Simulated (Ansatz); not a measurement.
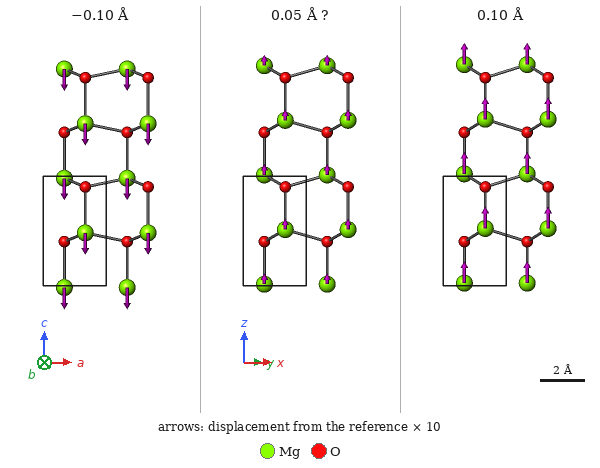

Energy scan for crystalline MgO (P6_3mc), in which the whole Mg sublattice is shifted rigidly, along Cartesian [0 0 1], all else fixed. The picture is a ball-and-stick view of the cell of the calculation, repeated 2 × 2 × 2 with one cell outlined, seen along the b axis. Purple arrows: displacements from the reference.

The calculation used DFT PBEsol, scalar-relativistic, plane waves, PAW (Ansatz 0.2.0). (plane-wave cutoff 420 eV; k-point mesh 9 × 9 × 6; occupations gaussian; smearing width 0.05 eV; no spin polarisation). Energies (free energies at the smearing named) are counted from the cell as listed in its source, which wasn't relaxed.

| displacement (Å) | energy change (meV/cell) |
| --- | --- |
| −0.1000 | 52.2 |
| −0.0750 | 31.5 |
| −0.0500 | 15.1 |
| −0.0250 | 4.2 |
| 0.0000 | 0.0 |
| 0.0250 | 3.8 |
| 0.0500 | ? |
| 0.0750 | 41.5 |
| 0.0875 | 58.5 |
| 0.1000 | 78.9 |

Q: Estimate the missing energy from the other rows, and compare with the calculation.

A: A straight line between the two neighbours gives 22.7 meV/cell. A cubic through the four nearest rows (0.0000, 0.0250, 0.0750, 0.0875) gives, with Lagrange weights, (−0.1429)(0.0) + (0.6000)(3.8) + (1.0000)(41.5) + (−0.4571)(58.5) = 17.0 meV/cell. The calculation gives 17.1 meV/cell, so the cubic is 0.1 meV/cell too low and the straight line 5.6 meV/cell too high, as the curve bends upwards here.

The whole profile:

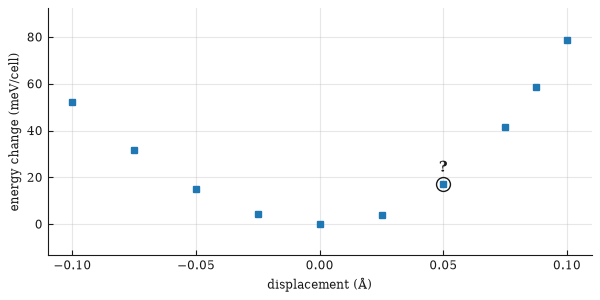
